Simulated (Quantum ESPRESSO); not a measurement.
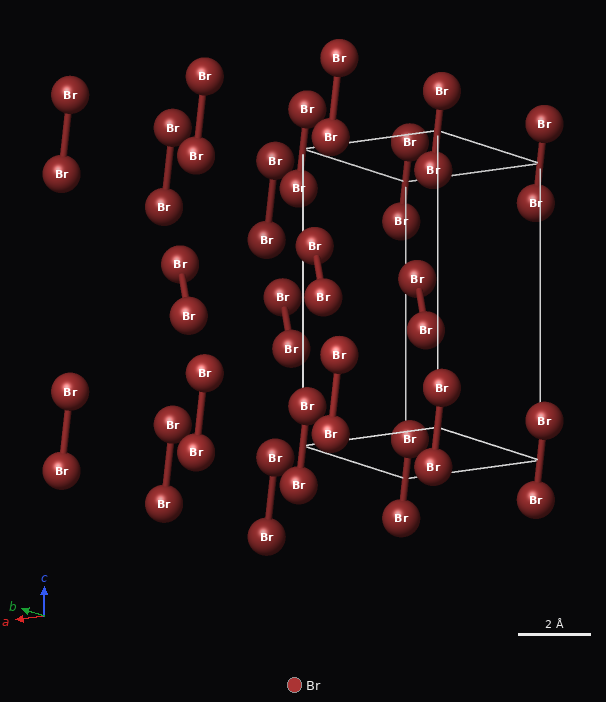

*The structure (ball-and-stick view of the cell of the calculation, repeated 2 × 2 × 1, seen at an oblique angle). An atom can appear more than once, as a periodic image.*

Near neighbours in the periodic cell (some may lie outside the picture): Br has 1 Br at 2.29 Å.

Br: band-structure run (part 1 of 2)

Br (Cmce, 4 atoms in the cell), computed with Kohn-Sham DFT of a periodic cell, LDA, GBRV 1.5 LDA, no spin polarisation (Quantum ESPRESSO 7.5).

The structure derives from an entry of the Crystallography Open Database.

**The program's output**
```
This program is part of the open-source Quantum ESPRESSO suite
     for quantum simulation of materials; please cite
         "P. Giannozzi et al., J. Phys.:Condens. Matter 21 395502 (2009);
         "P. Giannozzi et al., J. Phys.:Condens. Matter 29 465901 (2017);
         "P. Giannozzi et al., J. Chem. Phys. 152 154105 (2020);
          URL
     in publications or presentations arising from this work. More details at

     Message from routine setup:
     using ibrav=0 with symmetry is DISCOURAGED, use correct ibrav instead

     K-points division:     npool     =       2
     Subspace diagonalization in iterative solution of the eigenvalue problem:
     a serial algorithm will be used

     G-vector sticks info
     --------------------
     sticks:   dense  smooth     PW     G-vecs:    dense   smooth      PW
     Sum        1605     805    237               105879    37463    6091

     Using Slab Decomposition

     bravais-lattice index     =            0
     lattice parameter (alat)  =       8.0000  a.u.
     unit-cell volume          =     917.4552 (a.u.)^3
     number of atoms/cell      =            4
     number of atomic types    =            1
     number of electrons       =        28.00
     number of Kohn-Sham states=           21
     kinetic-energy cutoff     =      45.0000  Ry
     charge density cutoff     =     360.0000  Ry
     scf convergence threshold =      8.0E-10
     mixing beta               =       0.5000
     number of iterations used =            8  plain     mixing
     Exchange-correlation=  SLA  PZ   NOGX NOGC
                           (   1   1   0   0   0   0   0)

     celldm(1)=   8.000000  celldm(2)=   0.000000  celldm(3)=   0.000000
     celldm(4)=   0.000000  celldm(5)=   0.000000  celldm(6)=   0.000000

     crystal axes: (cart. coord. in units of alat)
               a(1) = (   0.794453  -0.548623   0.000000 )
               a(2) = (   0.794453   0.548623   0.000000 )
               a(3) = (   0.000000   0.000000   2.055620 )

     reciprocal axes: (cart. coord. in units 2 pi/alat)
               b(1) = (  0.629364 -0.911373  0.000000 )
               b(2) = (  0.629364  0.911373 -0.000000 )
               b(3) = ( -0.000000  0.000000  0.486471 )

     PseudoPot. # 1 for Br read from file:
     br_lda_v1.4.uspp.F.UPF
     Pseudo is Ultrasoft + core correction, Zval =  7.0
     Generated by new atomic code, or converted to UPF format
     Using radial grid of  879 points,  6 beta functions with:
                l(1) =   0
                l(2) =   0
                l(3) =   1
                l(4) =   1
                l(5) =   2
                l(6) =   2
     Q(r) pseudized with  8 coefficients,  rinner =    1.100   1.100   1.100
                                                       1.100   1.100

     atomic species   valence    mass     pseudopotential
     Br                7.00    79.90400     Br( 1.00)

      8 Sym. Ops., with inversion, found ( 4 have fractional translation)

   Cartesian axes

     site n.     atom                  positions (alat units)
         1        Br     tau(   1) = (   0.7944527   0.1480185   0.8018975  )
         2        Br     tau(   2) = (   0.7944527   0.4006045   1.8297078  )
         3        Br     tau(   3) = (   0.7944527  -0.1480185   1.2537229  )
         4        Br     tau(   4) = (   0.7944527  -0.4006045   0.2259127  )

     number of k points=    32  Fermi-Dirac smearing, width (Ry)=  0.0037
                       cart. coord. in units 2pi/alat
        k(    1) = (   0.0000000   0.0000000   0.0000000), wk =   0.0136054
        k(    2) = (   0.0000000   0.0000000   0.1621570), wk =   0.0272109
        k(    3) = (   0.0899092   0.1301961   0.0000000), wk =   0.0544218
        k(    4) = (   0.0899092   0.1301961   0.1621570), wk =   0.1088435
        k(    5) = (   0.1798183   0.2603922   0.0000000), wk =   0.0544218
        k(    6) = (   0.1798183   0.2603922   0.1621570), wk =   0.1088435
        k(    7) = (   0.2697275   0.3905883   0.0000000), wk =   0.0544218
        k(    8) = (   0.2697275   0.3905883   0.1621570), wk =   0.1088435
        k(    9) = (   0.1798183  -0.0000000   0.0000000), wk =   0.0272109
        k(   10) = (   0.1798183  -0.0000000   0.1621570), wk =   0.0544218
        k(   11) = (   0.2697275   0.1301961   0.0000000), wk =   0.0544218
        k(   12) = (   0.2697275   0.1301961   0.1621570), wk =   0.1088435
        k(   13) = (   0.3596366   0.2603922   0.0000000), wk =   0.0544218
        k(   14) = (   0.3596366   0.2603922   0.1621570), wk =   0.1088435
        k(   15) = (  -0.1798183  -0.5207844   0.0000000), wk =   0.0544218
        k(   16) = (  -0.1798183  -0.5207844   0.1621570), wk =   0.1088435
        k(   17) = (  -0.0899092  -0.3905883   0.0000000), wk =   0.0544218
        k(   18) = (  -0.0899092  -0.3905883   0.1621570), wk =   0.1088435
        k(   19) = (  -0.0000000  -0.2603922   0.0000000), wk =   0.0272109
        k(   20) = (  -0.0000000  -0.2603922   0.1621570), wk =   0.0544218
        k(   21) = (   0.3596366  -0.0000000   0.0000000), wk =   0.0272109
        k(   22) = (   0.3596366  -0.0000000   0.1621570), wk =   0.0544218
        k(   23) = (   0.4495458   0.1301961   0.0000000), wk =   0.0544218
        k(   24) = (   0.4495458   0.1301961   0.1621570), wk =   0.1088435
        k(   25) = (  -0.0899092  -0.6509806   0.0000000), wk =   0.0544218
        k(   26) = (  -0.0899092  -0.6509806   0.1621570), wk =   0.1088435
        k(   27) = (  -0.0000000  -0.5207844   0.0000000), wk =   0.0272109
        k(   28) = (  -0.0000000  -0.5207844   0.1621570), wk =   0.0544218
        k(   29) = (   0.5394550  -0.0000000   0.0000000), wk =   0.0272109
        k(   30) = (   0.5394550  -0.0000000   0.1621570), wk =   0.0544218
        k(   31) = (  -0.0000000  -0.7811767   0.0000000), wk =   0.0272109
        k(   32) = (  -0.0000000  -0.7811767   0.1621570), wk =   0.0544218

     Dense  grid:   105879 G-vectors     FFT dimensions: (  48,  48, 100)

     Smooth grid:    37463 G-vectors     FFT dimensions: (  36,  36,  72)

     Initial potential from superposition of free atoms

     starting charge      27.9999, renormalised to      28.0000
     Starting wfcs are   16 randomized atomic wfcs +    5 random wfcs

     Self-consistent Calculation

     iteration #  1     ecut=    45.00 Ry     beta= 0.50
     Davidson diagonalization with overlap
     ethr =  1.00E-02,  avg # of iterations =  6.1

     Threshold (ethr) on eigenvalues was too large:
     Diagonalizing with lowered threshold

     Davidson diagonalization with overlap
     ethr =  2.86E-04,  avg # of iterations =  3.8

     total energy              =    -186.19695273 Ry
     estimated scf accuracy    <       0.07968022 Ry

     iteration #  2     ecut=    45.00 Ry     beta= 0.50
     Davidson diagonalization with overlap
     ethr =  2.85E-04,  avg # of iterations =  1.2

     total energy              =    -186.19630642 Ry
     estimated scf accuracy    <       0.01061957 Ry

     iteration #  3     ecut=    45.00 Ry     beta= 0.50
     Davidson diagonalization with overlap
     ethr =  3.79E-05,  avg # of iterations =  5.5

     total energy              =    -186.19718702 Ry
     estimated scf accuracy    <       0.00017286 Ry

     iteration #  4     ecut=    45.00 Ry     beta= 0.50
     Davidson diagonalization with overlap
     ethr =  6.17E-07,  avg # of iterations =  7.2

     total energy              =    -186.19720790 Ry
     estimated scf accuracy    <       0.00001727 Ry

     iteration #  5     ecut=    45.00 Ry     beta= 0.50
     Davidson diagonalization with overlap
     ethr =  6.17E-08,  avg # of iterations =  2.0

     total energy              =    -186.19720963 Ry
     estimated scf accuracy    <       0.00000059 Ry

     iteration #  6     ecut=    45.00 Ry     beta= 0.50
     Davidson diagonalization with overlap
     ethr =  2.10E-09,  avg # of iterations =  2.8

     total energy              =    -186.19720986 Ry
     estimated scf accuracy    <       0.00000001 Ry

     iteration #  7     ecut=    45.00 Ry     beta= 0.50
     Davidson diagonalization with overlap
     ethr =  4.34E-11,  avg # of iterations =  4.0

     total energy              =    -186.19720987 Ry
     estimated scf accuracy    <          1.2E-09 Ry

     iteration #  8     ecut=    45.00 Ry     beta= 0.50
     Davidson diagonalization with overlap
     ethr =  4.23E-12,  avg # of iterations =  2.3

     End of self-consistent calculation

          k = 0.0000 0.0000 0.0000 (  4699 PWs)   bands (ev):

   -14.7349 -14.4189 -11.9050 -11.2342  -3.7164  -2.6991  -0.9195  -0.8915
    -0.3956  -0.3575   0.2992   0.9002   1.2006   1.2500   3.0091   3.7920
     6.8236   7.6003   8.3793   9.9687  10.0391

          k = 0.0000 0.0000 0.1622 (  4691 PWs)   bands (ev):

   -14.6657 -14.5093 -11.7311 -11.3977  -3.5094  -3.0246  -0.7495  -0.6862
    -0.3861  -0.3670   0.2926   0.6421   1.2127   1.2374   3.0738   3.4493
     7.2854   7.7188   8.8481   9.6308  10.0027

          k = 0.0899 0.1302 0.0000 (  4697 PWs)   bands (ev):

   -14.6929 -14.4051 -11.8727 -11.2711  -3.7181  -2.7915  -1.1620  -1.0928
    -0.5360  -0.5080   0.5226   0.9879   1.1283   1.1795   3.0065   3.7406
     7.3049   7.8972   8.7784   9.7584   9.9692

          k = 0.0899 0.1302 0.1622 (  4680 PWs)   bands (ev):

   -14.6291 -14.4864 -11.7171 -11.4177  -3.5267  -3.0787  -1.1083  -0.8924
    -0.5091  -0.5013   0.4421   0.7813   1.1487   1.1749   3.1697   3.5434
     7.5307   7.9529   9.1697   9.5927  10.1483

          k = 0.1798 0.2604 0.0000 (  4676 PWs)   bands (ev):

   -14.5866 -14.3823 -11.7843 -11.3731  -3.7178  -3.0697  -1.5581  -1.4074
    -0.7036  -0.6598   0.6429   0.7675   0.9935   1.1199   3.2621   3.7141
     8.1306   8.3501   9.3185   9.3864  10.1779

          k = 0.1798 0.2604 0.1622 (  4674 PWs)   bands (ev):

   -14.5397 -14.4380 -11.6791 -11.4740  -3.5485  -3.1998  -1.7126  -1.4188
    -0.6821  -0.6403   0.5866   0.8919   1.0590   1.1313   3.3366   3.6081
     8.1731   8.3668   9.3044   9.5610  10.2372

          k = 0.2697 0.3906 0.0000 (  4677 PWs)   bands (ev):

   -14.4680 -14.3936 -11.6584 -11.5133  -3.6507  -3.4214  -1.7065  -1.6305
    -0.7471  -0.7249   0.4638   0.4668   1.0011   1.0590   3.6072   3.7400
     8.1345   8.1505   9.8923  10.3703  10.6338

          k = 0.2697 0.3906 0.1622 (  4669 PWs)   bands (ev):

   -14.4498 -14.4126 -11.6228 -11.5503  -3.4988  -3.3519  -2.0270  -1.8790
    -0.7787  -0.7549   0.6494   0.7388   1.1199   1.2286   3.4242   3.5593
     8.3300   8.3549   9.6211   9.8291  10.6626

          k = 0.1798-0.0000 0.0000 (  4695 PWs)   bands (ev):

   -14.6929 -14.3897 -11.8717 -11.2358  -3.6844  -2.7480  -1.0045  -0.9910
    -0.8675  -0.7455   0.3948   0.9076   1.0290   1.2102   3.0593   3.7283
     7.5458   8.0155   8.5536   9.8004  10.5362

          k = 0.1798-0.0000 0.1622 (  4685 PWs)   bands (ev):

   -14.6262 -14.4760 -11.7068 -11.3905  -3.4968  -3.0510  -0.8929  -0.8565
    -0.7792  -0.6797   0.2993   0.6147   1.1158   1.2028   3.1301   3.4581
     7.9049   8.1880   9.0490   9.6356  10.3918

          k = 0.2697 0.1302 0.0000 (  4674 PWs)   bands (ev):

   -14.6216 -14.3585 -11.8155 -11.2778  -3.6656  -2.8826  -1.4504  -1.4090
    -0.9999  -0.7712   0.4826   0.7529   0.9816   1.1632   3.1006   3.6400
     8.3764   8.5693   8.9270   9.4165   9.9289

          k = 0.2697 0.1302 0.1622 (  4674 PWs)   bands (ev):

   -14.5627 -14.4321 -11.6764 -11.4087  -3.5047  -3.1219  -1.4511  -1.3368
    -0.8063  -0.7822   0.3330   0.6989   0.9705   1.1423   3.2201   3.4975
     8.5087   8.7410   9.3176   9.4224  10.1648

          k = 0.3596 0.2604 0.0000 (  4669 PWs)   bands (ev):

   -14.5166 -14.3475 -11.7231 -11.3927  -3.6514  -3.1886  -1.7254  -1.7069
    -1.0626  -0.8147   0.4833   0.4939   0.9857   1.1379   3.3134   3.6236
     8.4876   8.8238   9.4169  10.0507  10.5527

          k = 0.3596 0.2604 0.1622 (  4678 PWs)   bands (ev):

   -14.4772 -14.3929 -11.6389 -11.4740  -3.5112  -3.2451  -1.9255  -1.7304
    -0.9915  -0.8991   0.4394   0.8097   0.9288   1.1609   3.3337   3.5383
     8.6460   8.9348   9.6320   9.8184   9.9691

          k =-0.1798-0.5208 0.0000 (  4681 PWs)   bands (ev):

   -14.4300 -14.3942 -11.6102 -11.5458  -3.5489  -3.5099  -1.7280  -1.6349
    -1.0800  -0.8476   0.4118   0.4164   0.8771   1.1740   3.6283   3.6839
     8.4423   8.7781   9.8246  10.9998  11.0305

          k =-0.1798-0.5208 0.1622 (  4671 PWs)   bands (ev):

   -14.4210 -14.4031 -11.5950 -11.5628  -3.4395  -3.3932  -1.9748  -1.9051
    -1.1294  -0.9849   0.6041   0.8211   1.0688   1.2053   3.4323   3.5181
     8.5927   8.8973   9.8400  10.4734  10.6681

          k =-0.0899-0.3906 0.0000 (  4679 PWs)   bands (ev):
```
